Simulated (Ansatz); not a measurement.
## Gd: band-structure calculation (part 1 of 2)

- system: Gd (slab, 4 atoms in the cell)
- method: DFT PBE+U, scalar-relativistic, plane waves, PAW, Ueff = 6 eV on Gd f, spin-polarised (Ansatz 0.2.0)

It belongs to a series of runs on one base structure; here: bands of the relaxed slab. Figures and captions count atoms from 1; the log counts them from 0 in places.

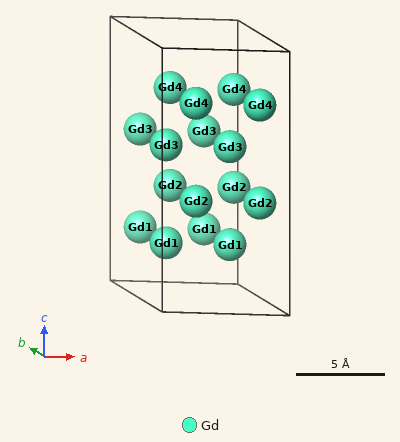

*The input geometry (spheres-only view of the 2 × 2 repeat of the cell, with the vacuum cut short, seen slightly off an axis; atoms are numbered from 1 in the order of the input).*

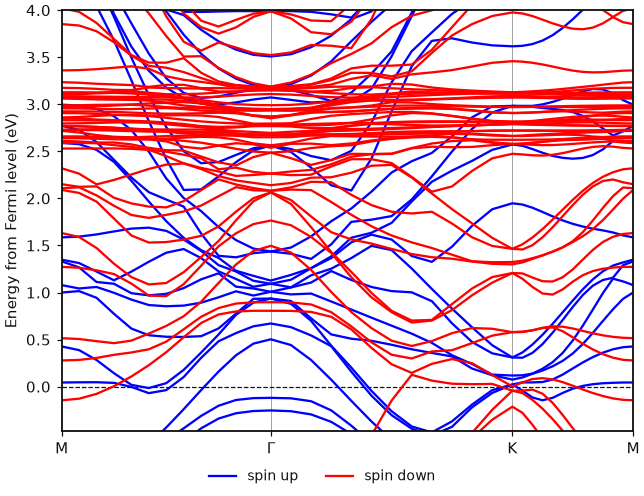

*Band structure along M–Γ–K–M, with energies from the Fermi level.*

Bands cross the Fermi level: a metal at this level of theory.

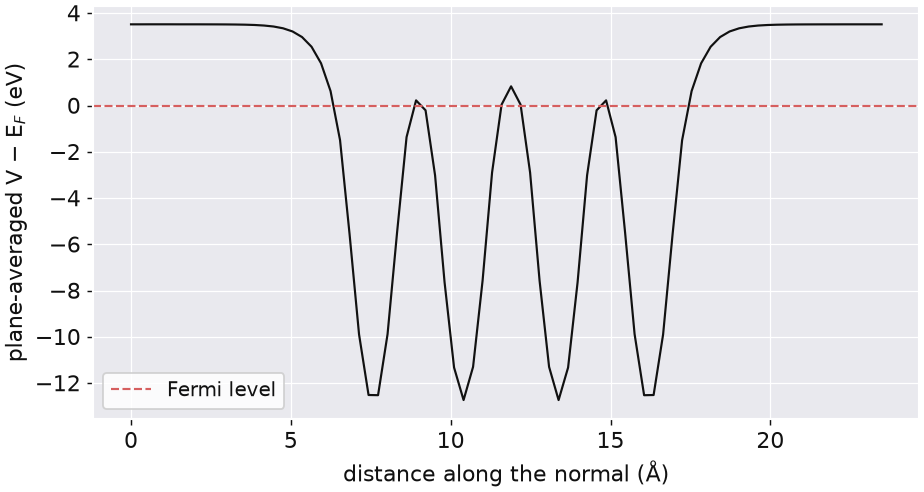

*Plane average of the electrostatic potential energy of an electron across the cell, from the Fermi level.*

The vacuum level lies 3.51 eV above the Fermi level.

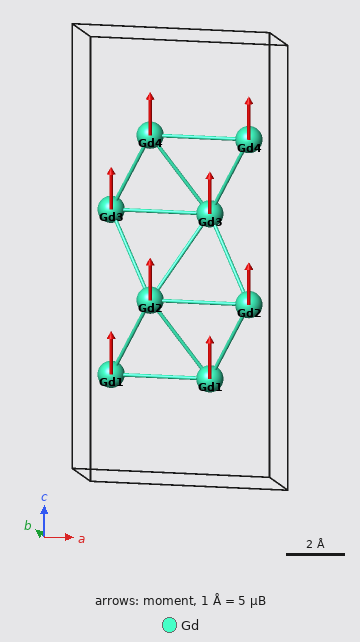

*Magnetic moments of the sites as red arrows (ball-and-stick view of the 2 × 1 repeat of the cell, with the vacuum cut short, seen slightly off an axis; atoms are numbered from 1 in the order of the input); small moments hardly show. The run is collinear, so the axis drawn is arbitrary.*

Site moments: Gd1, Gd4 (7.58 μB); Gd2, Gd3 (7.44 μB). They are counted near the atoms and needn't add up to the moment of the cell.

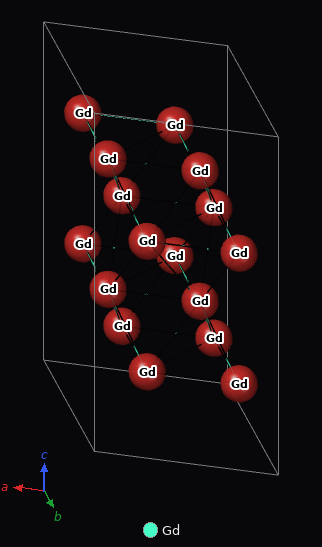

*Isosurface of the spin density (up minus down) at +1 e/Å³ (red), seen at an oblique angle. Sticks mark near contacts.*

The cell of the calculation (4 atoms) carries 31.8 μB net. In a PAW calculation such maps are meaningful between the atoms, not at the nuclei.

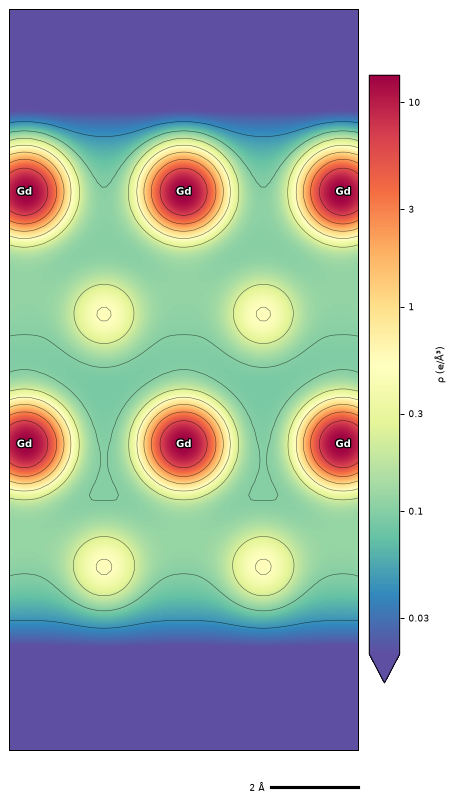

*Valence charge density (pseudo) on the (100) plane of the calculation cell, a cut from vacuum to vacuum.*

The plane passes through Gd nuclei. Gd–Gd (3.65 Å): ρ at the midpoint is about 0.1 e/Å³. The density dies away to nearly zero in the vacuum.

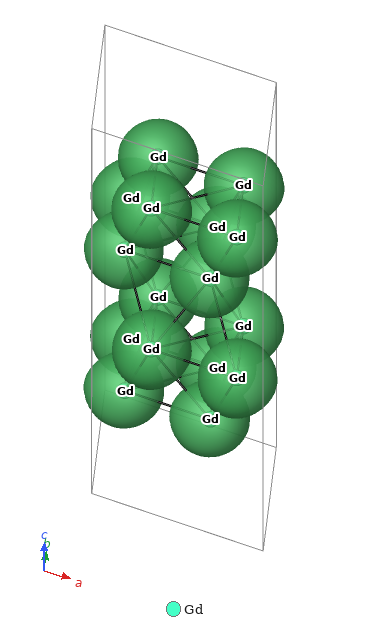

*Isosurface of the valence pseudo-density at 0.15 e/Å³ (green), seen at an oblique angle. Sticks mark near contacts.*

At this value the density breaks into separate islands; it holds about 85 % of the electrons treated as valence (semicore included). It is pinched off along the Gd–Gd (3.51 Å) and Gd–Gd (3.65 Å) contacts. On the grid the lowest density along these lines, outside the cores, is 0.11 e/Å³ (Gd–Gd, 3.51 Å) and 0.1 e/Å³ (Gd–Gd, 3.65 Å).

The input and output of the run follow.

### Input file
```yaml
crystal:
  lattice:
    - [3.6515676229, 0.0, 0.0]
    - [-1.8257838114, 3.1623503251, 0.0]
    - [0.0, 0.0, 23.7792690048]
  atoms:
    - { symbol: Gd, position: [0.3333333333, 0.6666666667, 0.3194719788], spin: 8.33 }
    - { symbol: Gd, position: [0.6666666667, 0.3333333333, 0.4373017507], spin: 8.19 }
    - { symbol: Gd, position: [0.3333333333, 0.6666666667, 0.5626983909], spin: 8.19 }
    - { symbol: Gd, position: [0.6666666667, 0.3333333333, 0.6805278796], spin: 8.33 }
basis:
  ecutwfc: 420
kpoints:
  mp_grid: { grid: [9, 9, 1] }
  band_path:
    path:
      - [0.5, 0, 0]
      - [0, 0, 0]
      - [0.3333333333333, 0.3333333333333, 0]
      - [0.5, 0, 0]
    npoints: 12
hamiltonian:
  xc: pbe
  hubbard: { sites: [{ species: Gd, l: f, u_eff: 6.0 }] }
scf:
  occupations: { method: gaussian, width: 0.1 }
  lower_state_search: "off"
  n_extra_bands: 34
output:
  forces: true
  eigenvalues: true
  hubbard: { sites: [{ species: Gd, l: f }] }
  populations: true
  fatbands: true
  write_density: true
  write_potential: true
  elf: true
  volumetric_format: npy
magnetization:
  spin_polarized: true
efield:
  axis: 3
  dipole_correction: true
  ramp_width: 0.04
checkpoint:
  read: start.run
  write: ck
  compress: false
  write_wavefunctions: false
  write_every: 100000
```

Run as:
```bash
ansatz run input.yaml --threads 2 --pin off --max-ram 4096MiB --backend cpu --events-out ev --progress --plain --runs-dir out
```

### The program's output
```
Warning: checkpoint.read: spin seed differs: saved fc386e3440b0…, current 0d5cb3b11e51…; the loaded state replaces the seed-built initial guess (but the starting_ns of a DFT+U solve that opens without the state's occupation matrices), so the run may converge into the producing seed's basin, or, where the symmetry group that follows from this deck's starting moments and starting_ns does not hold the saved magnetisation, lose that magnetisation at its first build. Where atoms have moved since the state was saved, this difference can also decide whether moments are moved with them. A self-consistent run of this deck without the state starts from its starting moments and, under a DFT+U term, its starting_ns
Gd: projections on atomic orbitals take those of the free atom [Kr 4d10] 4f7 5s2 5p6 5d1 6s2, of charge +0.00 (hamiltonian.pseudopotentials.projection_atoms); the dataset's partial waves leave at most 2.5e-4 of an orbital's norm unspanned inside its sphere
scf.n_extra_bands = 34 over 36 filled bands (N_el = 72.0): the run solves 70 bands
Engine: ansatz 0.2.0, x86_64-unknown-linux-gnu
Pseudopotentials: kind: paw
Pseudopotential: Gd, paw, valence charge 18, recommended cutoff 420 eV (normal), Gd.paw.azcp
Functional definition: PBE
  parameter kappa = 0.804
  parameter beta = 0.06672455060314922
  exchange = pbe_x(kappa = kappa, mu = beta*pi^2/3)
  correlation = pbe_c(beta = beta)
Crystal: 4 atoms, lattice volume = 274.592 Å³
Basis set: ecut = 420 eV, 5287 PW (Γ), exchange–correlation on 50×50×320 points (8 copies of the dense FFT grid, shifted against one another)
Bands: 70, of which v1, the nominal top of the filled ones, is band 36 counted from 1 (35 counted from 0)
Symmetry: 6 space group operations
k-points: 12 of 81 (time reversal used)
Non-local potential: Gd, projectors of the file, l = 0: 3, l = 1: 2, l = 2: 2, l = 3: 3
PAW form: soft (Blöchl's): semilocal exchange-correlation on the pseudo side does not see the compensation charge
PAW one-centre angular grid: Gd, 590 points (default); XC on 64 Gauss nodes
Initial density: read from a saved state, or passed on in memory by an earlier SCF of this step, an earlier step, the calling program or the single point that the run made first
Stability of the state it starts from, as read at its close in the collinear treatment: not read, because the mixer in use, unlike msr1, does not test its closes by its own steps (another_mixer); its run was given moments
Starting moments: Σ|m| = 33.04 μB on 4 of 4 sites; this step starts from the density that it was given
Initial wavefunctions: pseudopotential atomic-orbital guess
Functional: x = pbe(κ = 0.804, μ = 0.2195149727645171), c = pbe(β = 0.06672455060314922)
iter 1 solved again at ethr=1.80e-8 eV; its pass at ethr=3.10e-3 eV (dr2=1.30e-5 eV) is discarded
```
